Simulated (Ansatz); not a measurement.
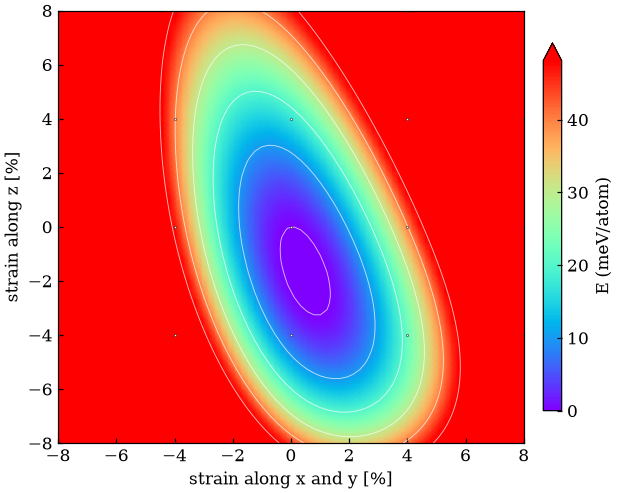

Si (I4_1/amd, No. 141; 2 atoms in the cell). The cell is strained homogeneously, by one strain along x and y and another along z, with fractional coordinates fixed (x along [1 0 0], z along [0 0 1] of the conventional cell). Coordinates scanned: (1) strain along x and y; (2) strain along z. Grid: 5 × 5 points. All energies are given in meV/atom relative to the lowest grid point. The reference cell is the one listed in the database, not relaxed at this level. Computed with DFT LDA, scalar-relativistic, plane waves, PAW in Ansatz. Settings: cutoff 420 eV, k-mesh 20×20×20, gaussian smearing 0.15 eV, no spin polarisation.

The picture shows a smooth colour map with a few white contour lines, dots at the grid points, one colour for all values above the top of the scale. Between grid points the surface is interpolated.

Q: Estimate the clamped-ion elastic constants that this map fixes.

A: With the cell volume of 29.9 Å³, the curvatures of the interpolated surface at its minimum give C₁₁ + C₂₂ + 2C₁₂ ≈ 560 GPa, C₃₃ ≈ 179 GPa and C₁₃ + C₂₃ ≈ 162 GPa (clamped ions, Cartesian axes of the cell). A stretch of 1 % along z with free sides (kept equal in x and y) would change the in-plane lengths by about −0.29 %.
